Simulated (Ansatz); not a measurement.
The structure in question:

```xyz
2
Lattice="2.3902 0.0000 0.0000 1.1258 2.2764 0.0000 0.3990 0.1821 3.9027" Properties=species:S:1:pos:R:3 pbc="T T T"
Co    2.6310    1.6585    2.9115
Co    1.2840    0.7999    0.9913
```

### Before looking at a picture, describe the arrangement of atoms.

The element is cobalt. The lattice is primitive triclinic and the space group P-1 (No. 2). The cell holds two atoms. By contacts within bonding range, the coordination numbers are Co 12.

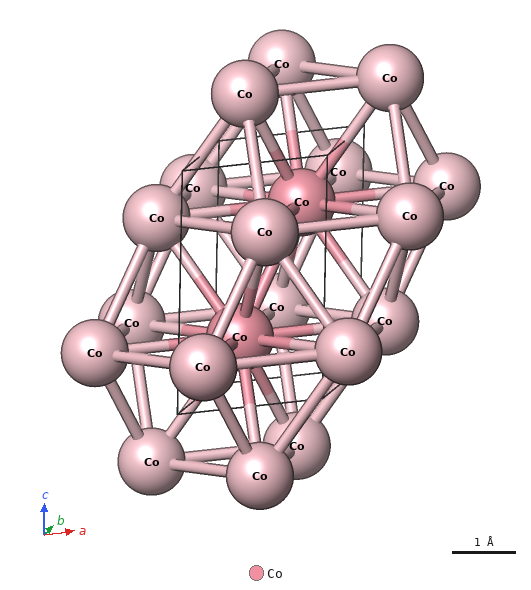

The image is a ball-and-stick drawing of a crystal, viewed slightly off an axis. The lines enclose the conventional unit cell; boundary atoms appear with their images. Outside the box, the atoms bonded to those within are drawn, in fainter colours.

It goes back to a structure listed in the Materials Project. The cell was then strained or its atoms displaced on purpose. It was the input of a calculation with Ansatz.

At this level of theory the run's own cell isn't at rest (compressed, at 5 GPa), so its distances can differ from those at equilibrium, the more so the softer the solid.
